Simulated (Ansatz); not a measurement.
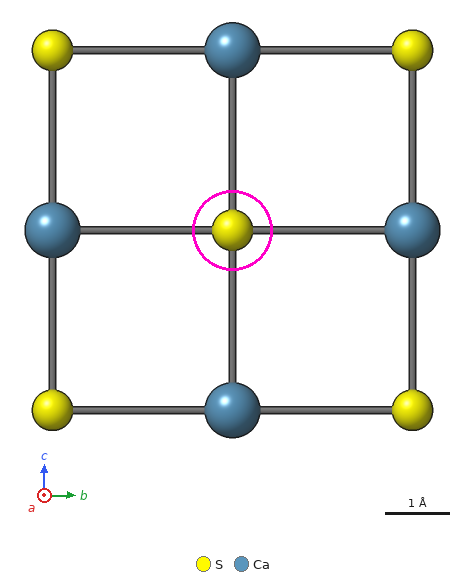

Perfect CaS. Style: ball-and-stick. Shown: the atoms within 5.4 Å of one point, in a slice 3.4 Å thick across the line of sight, along the a axis.

All numbers below come from Ansatz, DFT, PBEsol, PAW, plane waves. Set-up: plane-wave cutoff 420 eV; k-point mesh 1 × 1 × 1; mesh shifted by (0.25, 0.25, 0.25); no spin polarisation. Fermi-Dirac smearing of 0.01 eV. A uniform background neutralises the charged cell. The axes drawn are those of the host's conventional cell.

A sulfur atom is taken out (a vacancy) at the ringed place, in charge state +2. The supercell has 64 sites, and the atoms are relaxed at the host's cell.

Predict the relaxed surroundings of the defect.

Around the empty S site the host had 6 Ca at 2.82 Å; after relaxation the nearest atoms are 6 Ca at 3.00 to 3.01 Å. Of the host's atoms, a calcium atom moves furthest from its site, by 0.19 Å.

The relaxed defect, seen from the same direction:

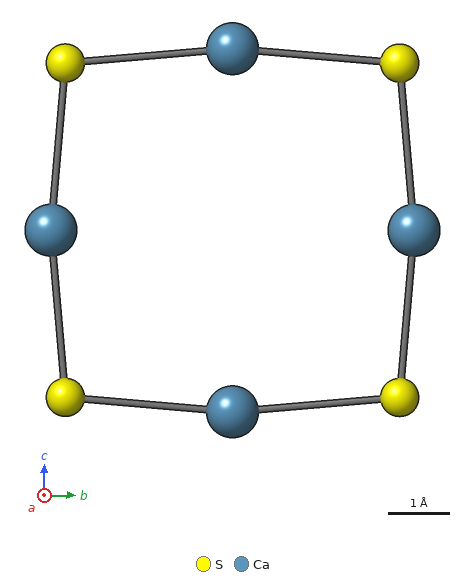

Limits of the set-up: the cell is charged, on a uniform background, and energies carry no finite-size correction.
